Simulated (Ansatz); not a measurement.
# TiB2/Be2C/TiB2: predicting the conductance of a thicker barrier

**Method.** Ansatz 0.2.0, plane waves with PAW datasets, PBE. Interfaces are relaxed in a short slab (with D3(BJ) where the barrier is layered), set between ideal electrode layers that go on as semi-infinite leads, and the zero-bias conductance G at 300 K comes from T(E) on a typed mesh. The error is the largest of the program's estimates from energy step, mesh, the leads' potential steps and neutrality; its separate bound for narrow resonances between the energies solved isn't counted and can be far larger. The lower electrode is TiB2 (AlB2 0001), the upper TiB2 (AlB2 0001) and the barrier Be2C (fluorite 111), on a net of side 3.03 Å; d is the distance between the electrodes' last planes.

Runs in hand:

```
planes in the barrier  d (Å)  G (S/m²)  error (%)  lead step (meV)
                    6   6.81   5.41e13         22               21
                    9   9.33   2.74e13         18               21
                   12  11.84   1.47e13         38               42
                   15  14.35   7.58e12         31               42
```

Q: A further run has 18 planes, d = 16.87 Å. Fit G ∝ exp(−βd) to the rows shown and predict its conductance.

**Worked fit.** Take y = ln G: 31.62, 30.94, 30.32 and 29.66. The means are d = 10.58 Å and y = 30.64; Σ(Δd Δy) = −8.19 and Σ(Δd)² = 31.58, so the slope is −0.259 Å⁻¹ (β = 0.259 Å⁻¹). At d = 16.87 Å, y = 30.64 − 0.259 × 6.29 = 29.01, or G = 3.95e12 S/m².

What the calculation gave: The run gave 3.86e12 S/m², with an error estimate of 29 % and a lead step of 42 meV. The prediction is 1.02 times that, a miss under 10 %.

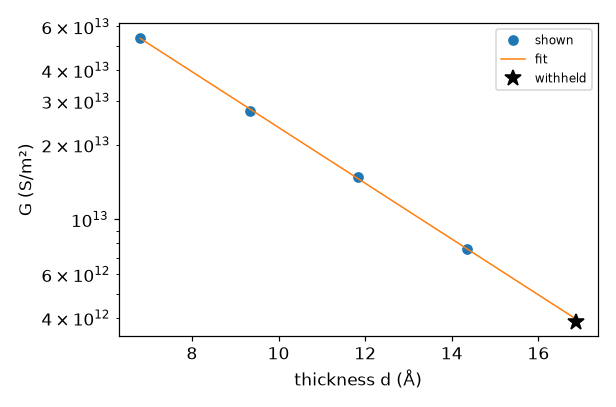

Fit and withheld run.

Caveats: The interfaces are ideal, one cell wide, strained to a common net and relaxed from one registry with their symmetry kept. PBE's gaps are too small, so true decay constants are likely larger where the Fermi level lies deep in a gap. No spin-orbit coupling, phonons, disorder or image charges enter. The rows shown are chosen by tests on error estimates (under 100 to 120 %), lead steps (under 150 meV, though the program warns over 25), intact interfaces and, for fits, a steady trend in the rows shown; the data set holds 414 series of this kind, and not all pass.

[Logs are printed without paths, hosts, clocks, repeated set-up lines and the standing remarks that a program may print on its own settings, such as how far it seeks lower states.]
